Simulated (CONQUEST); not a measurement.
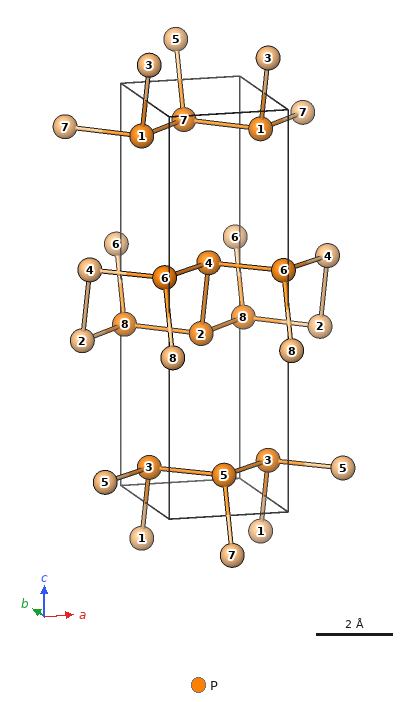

**Figure 1.** The structure as given in the input (ball-and-stick view of the cell of the calculation, seen slightly off an axis; neighbours outside the cell are drawn fainter; atoms are numbered from 1 in the order of the input).

Single-point calculation of P

The run: single-point calculation of P (P1, 8 atoms in the cell). Method and program: Kohn-Sham DFT of a periodic cell, PBE, PseudoDojo NC PBE, no spin polarisation (CONQUEST 1.3).

The structure derives from a Materials Project entry. It belongs to a series of runs on one base structure; here: atoms moved at random by about 0.05 A.

## Output
```
Simulation cell dimensions:     6.2276 a0 x     8.5862 a0 x    20.6548 a0

      Atomic coordinates (a0)
         Atom         X         Y         Z  Species
            1    0.0616    5.0937   18.6456        1
            2    3.1754    5.0937    8.3181        1
            3    0.0018    3.5556    1.9403        1
            4    3.1156    3.5556   12.2677        1
            5    3.1092    0.8028    1.9115        1
            6    6.2230    0.8028   12.2390        1
            7    3.0622    7.7787   18.7743        1
            8    6.1760    7.7787    8.4469        1

         Monkhorst-Pack mesh:   8 x   6 x   3 gamma-centred
        This calculation includes non-local pseudopotentials,
         with a maximum core radius of      6.72548408

    Job title: P
    Job to be run: static calculation

    Ground state search:
      Support functions represented with PAO basis
      1:1 PAO to SF mapping
      Non-spin-polarised electrons
      Solving for the K matrix using diagonalisation
      Using Fermi-Dirac smearing

    Integration grid size:     20 x   32 x   60

    Integration grid spacing:  0.311 a0 x 0.268 a0 x 0.344 a0

    Number of species:  1
    --------------------------------------------------------
    |   #  mass (au)  Charge (e)  SF Rad (a0)  NSF  Label  |
    --------------------------------------------------------
    |   1     30.970       5.000        7.229   13  P      |
    --------------------------------------------------------
          SCF tolerance:                 0.00000100
          SCF iterations:               100

    The functional used will be GGA PBE96

           radial cut-off to be used is taken to be max PAO cut-off radius for this species:    6.725484

           greatest ang. mom. for making density from PAOs:  2
    Minimum blocs/proc is      600. Maximum blocs/proc is      600
    set_atom_dens: In set_atomic_density, electrons :      40.000000000000
 matrix_size & matrix_size_padH =          104         104

    Screened ion int: energy:     -39.963699975370 Ha

    new_SC_potl: Starting.  Tolerance:  0.10000E-05

    PulayMixSC: Starting Pulay mixing, A_up =  0.500 A_dn =  0.500
    PulayMixSC: Spin non-polarised calculation.
          Harris-Foulkes Energy            :       -55.346876862372454 Ha
          GroundState Energy (E-(1/2)TS)   :       -55.346880245534791 Ha
          Free Energy (E-TS)               :       -55.346883628697121 Ha
          DFT Total Energy                 :       -55.333053454356161 Ha
          Total number of electrons        :        39.999999999999922
    PulayMixSC: Pulay iteration     1 residual:              0.29518E-02
          Harris-Foulkes Energy            :       -55.338944018894111 Ha
          GroundState Energy (E-(1/2)TS)   :       -55.338951357681303 Ha
          Free Energy (E-TS)               :       -55.338958696468502 Ha
          DFT Total Energy                 :       -55.336470548943964 Ha
          Total number of electrons        :        40.000023292660117
    PulayMixSC: Pulay iteration     2 residual:              0.13422E-02
          Harris-Foulkes Energy            :       -55.337833638378072 Ha
          GroundState Energy (E-(1/2)TS)   :       -55.337842061490733 Ha
          Free Energy (E-TS)               :       -55.337850484603386 Ha
          DFT Total Energy                 :       -55.336075421474504 Ha
          Total number of electrons        :        40.000042115150755
    PulayMixSC: Pulay iteration     3 residual:              0.32704E-03
          Harris-Foulkes Energy            :       -55.337225968845914 Ha
          GroundState Energy (E-(1/2)TS)   :       -55.337235433419544 Ha
          Free Energy (E-TS)               :       -55.337244897993173 Ha
          DFT Total Energy                 :       -55.337216613770934 Ha
          Total number of electrons        :        40.000045707709539
    PulayMixSC: Pulay iteration     4 residual:              0.53880E-04
          Harris-Foulkes Energy            :       -55.337220054716170 Ha
          GroundState Energy (E-(1/2)TS)   :       -55.337229251909768 Ha
          Free Energy (E-TS)               :       -55.337238449103374 Ha
          DFT Total Energy                 :       -55.337219076158419 Ha
          Total number of electrons        :        40.000047911966860
    PulayMixSC: Pulay iteration     5 residual:              0.90493E-05
          Harris-Foulkes Energy            :       -55.337219904683529 Ha
          GroundState Energy (E-(1/2)TS)   :       -55.337229108065522 Ha
          Free Energy (E-TS)               :       -55.337238311447507 Ha
          DFT Total Energy                 :       -55.337219705220235 Ha
          Total number of electrons        :        40.000046863071496
    PulayMixSC: Pulay iteration     6 residual:              0.34759E-05
          Harris-Foulkes Energy            :       -55.337219736811193 Ha
          GroundState Energy (E-(1/2)TS)   :       -55.337228933457624 Ha
          Free Energy (E-TS)               :       -55.337238130104048 Ha
          DFT Total Energy                 :       -55.337219727499090 Ha
          Total number of electrons        :        40.000046699284567
    PulayMixSC: Pulay iteration     7 residual:              0.10803E-05
          Harris-Foulkes Energy            :       -55.337219935316384 Ha
          GroundState Energy (E-(1/2)TS)   :       -55.337229135325423 Ha
          Free Energy (E-TS)               :       -55.337238335334455 Ha
          DFT Total Energy                 :       -55.337219933815788 Ha
          Total number of electrons        :        40.000046124723809
    PulayMixSC: Pulay iteration     8 residual:              0.34958E-06
    PulayMixSC: Reached SCF tolerance of  0.34958E-06 after      8 iterations
      | Number of electrons      =        40.000046
      |* band energy as 2Tr[K.H] =       -16.592123979286058 Ha
      |  screened ion-ion energy =       -39.963699975370119 Ha
      |  Ha correction           =        -0.203854689214069 Ha
      |  XC correction           =         1.422457268195607 Ha
      | GS Energy as E-(1/2)TS   =       -55.337229135325423 Ha
      | Free Energy as E-TS      =       -55.337238335334455 Ha
      |* Harris-Foulkes energy   =       -55.337219935316384 Ha
      |* DFT total energy        =       -55.337219933815788 Ha
      |  estimated accuracy      =        -0.000000001500595 Ha

    force: Forces on atoms (Ha/a0)
    force:  Atom   X              Y              Z
    force:     1  -0.0150895047  -0.0176109381  -0.0026304187
    force:     2  -0.0150895047  -0.0176109381  -0.0026304187
    force:     3  -0.0006131957   0.0071191961   0.0033047968
    force:     4  -0.0006131957   0.0071191961   0.0033047968
    force:     5   0.0008694045  -0.0087909237   0.0218859812
    force:     6   0.0008694045  -0.0087909237   0.0218859812
    force:     7   0.0150072875   0.0193431319  -0.0235806130
    force:     8   0.0150072875   0.0193431319  -0.0235806130

    force: Maximum force :        0.02358061(Ha/a0) on atom         7 in z direction
    force: Force Residual:        0.02407899 Ha/a0
    force: Total stress:         -5.00873090    -1.80890597    -0.14584175 GPa
                            -1.80890597    -5.77308811     0.15602125
                            -0.14584175     0.15602125    -5.62282912
    force: Average pressure:      5.46821604 GPa

    force: Finished force
    get_E_and_F: Change in energy during last step of electronic optimisation: -0.19851E-06

    BIBLIOGRAPHY: Please consider citing the following references in the conquest.bib file

    CONQUEST:         Bowler2002pt, Miyazaki2004, Nakata2020
    Basis:            Bowler2019
    DM:               Bowler:2006xr
    Pseudopotentials: Hamann2013, Bowler2019
    XC functional:    Perdew1996
```

## File coords.dat
```
    6.2275664562     0.0000000000     0.0000000000
    0.0000000000     8.5862268752     0.0000000000
    0.0000000000     0.0000000000    20.6548491220
8
  0.0098985000   0.5932420000   0.9027205000 1 T T T
  0.5098985000   0.5932420000   0.4027205000 1 T T T
  0.0002895000   0.4141000000   0.0939395000 1 T T T
  0.5002895000   0.4141000000   0.5939395000 1 T T T
  0.4992680000   0.0934990000   0.0925470000 1 T T T
  0.9992680000   0.0934990000   0.5925470000 1 T T T
  0.4917235000   0.9059460000   0.9089525000 1 T T T
  0.9917235000   0.9059460000   0.4089525000 1 T T T
```

The run was set up as follows.

## The input
```
IO.Title P
IO.Coordinates coords.dat
IO.FractionalAtomicCoords T
IO.Iprint 2
IO.Iprint_init 1
General.NumberOfSpecies 1
General.PseudopotentialType hamann
AtomMove.TypeOfRun static
AtomMove.FullStress T
Grid.GridCutoff 40
DM.SolutionMethod diagon
Diag.MPMesh T
Diag.GammaCentred T
Diag.MPMeshX 8
Diag.MPMeshY 6
Diag.MPMeshZ 3
Diag.kT 0.00183747
minE.SCTolerance 1e-6
SC.MaxIters 100
IO.AtomChargeOutput T
%block ChemicalSpeciesLabel
1 30.970 P
%endblock
```

Launched with:
```bash
Conquest
```

## Summary

- outcome: converged
- space group (tolerance 0.01 Å): P1 (1)
- electrons treated: 40
- free energy: −1505.8030 eV
- Fermi energy: −4.171 eV
- gap on the k-point mesh: 0.33 eV
- pressure: 5.47 GPa
- largest force (length of the vector): 1.748 eV/Å
- hardware: 1 thread of Intel Xeon @ 2.90GHz (Ice Lake), 16 GiB of memory available, shared host
- wall time: 41 s
- peak memory: 0.3 GiB

## Remarks

Settings chosen away from the usual ones: atoms moved at random by about 0.05 A. The settings depart from the standard set-up of this series, which can bear on the numbers.
